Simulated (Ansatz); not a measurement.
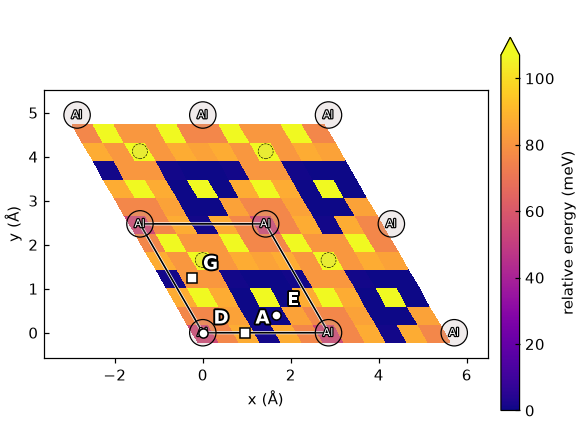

H on an Al(111) slab cut from the Fm-3m phase, its upper half relaxed before the scan (12 atoms of substrate and one adsorbate in a 2 × 2 cell). 
- H is moved over the surface cell; relaxed at each place: the height of the adsorbate's atoms; substrate rigid; the origin of the map has the adsorbate above Al9.
- Places are given modulo a cell vector. The map is drawn in real space over the plane of the surface.
- The scan uses a 6 × 6 grid; 10 points were computed and 26 follow by symmetry.
- Places are given in fractions of the 1 × 1 surface cell.
- Energies: meV, counted from the lowest grid point.
- At some places the adsorbate sinks to or below the level of the top layer.
- The calculation used DFT PBE, scalar-relativistic, plane waves, PAW (Ansatz). Settings: cutoff 420 eV, k-mesh 6×6×1, gaussian smearing 0.1 eV, no spin polarisation.

In the figure: one coloured cell a grid point, labelled circles for the atoms of the top layer and small ones for the second layer, the outline of one cell of the 2 × 2 shown, one colour for all values above the top of the scale, lettered points.

> Is G the lowest point of the computed grid?

No. G lies 81 meV above the lowest grid point, which is at (3/6, 1/6) of the cell vectors [nearest 1 Al at 1.71 Å].

> Rank the lettered points by energy, lowest first.

E (0 meV), D (55 meV), G (81 meV), A (87 meV).
